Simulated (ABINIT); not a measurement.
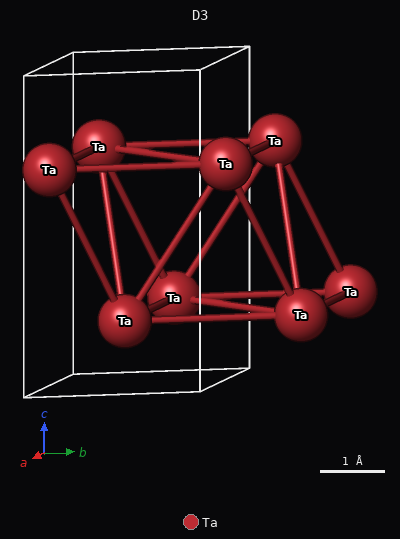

Crystalline Ta (set up in P6_3/mmc), relaxed (cell and atoms) with several dispersion corrections. The picture shows the result with D3. Style: ball-and-stick. Shown: the cell of the calculation, repeated 2 × 2 × 1 with one cell outlined, slightly off an axis.

Computed with ABINIT 10.8.3: PBE, JTH PAW PBE v2.0. (plane-wave cutoff 517 eV; k-point mesh 11 × 11 × 5; occupations fermi-dirac; smearing width 0.05 eV; optimiser LBFGS; force threshold 0.01 eV/Å; no spin polarisation)

```
dispersion correction  volume (Å³/atom)  a (Å)  c (Å)
                   D3            18.152  2.863  5.114
                 none            18.724  2.892  5.168
               D3(BJ)                 ?      ?      ?
                   D4            18.479  2.881  5.142
```

Fill in the missing row.

Answer. With D3(BJ) the volume falls between D3 (18.152) and D4 (18.479). The calculation gives 18.186 Å³/atom (a = 2.866 Å, c = 5.112 Å). In order of volume: D3 < D3(BJ) < D4 < none; the spread is 3.2 %.

Each member starts from this one structure; whether another phase lies lower wasn't checked.
